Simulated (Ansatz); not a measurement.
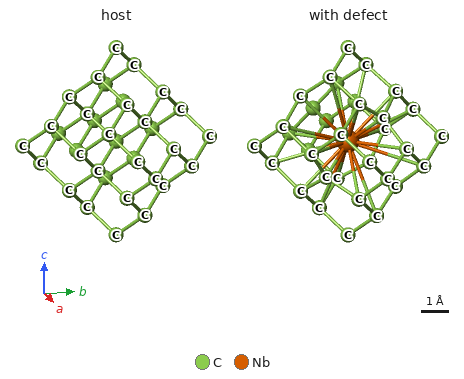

Left: perfect C. Right: the same region with one point defect, after relaxing the atoms in a supercell of 54 sites. A ball-and-stick model of the atoms within 3.8 Å of one point, seen slightly off an axis.

Method: Ansatz, DFT, PBE, plane-wave PAW, default files, scalar-relativistic. Set-up: plane-wave cutoff 420 eV; k-point mesh 3 × 3 × 3; occupations fermi dirac; smearing width 0.01 eV; no spin polarisation. A uniform background neutralises the charged cell. The axes drawn are those of the host's conventional cell.

Question: Which defect is it?

Answer: A carbon atom is replaced by niobium.

The charge state of the cell is +1.

Question: What does the relaxation do around it?

Answer: In the host the C atom has 4 C at 1.54 Å; the Nb atom ends with 4 C at 1.87 Å. Of the host's atoms, a carbon atom moves furthest from its site, by 0.32 Å. Relaxing the atoms from the host's sites lowers the energy by 16.05 eV.

Limits of the set-up: the periodic images lie only 7.6 Å apart, so the values are limited by the cell's size; the cell is charged, on a uniform background, and energies carry no finite-size correction.
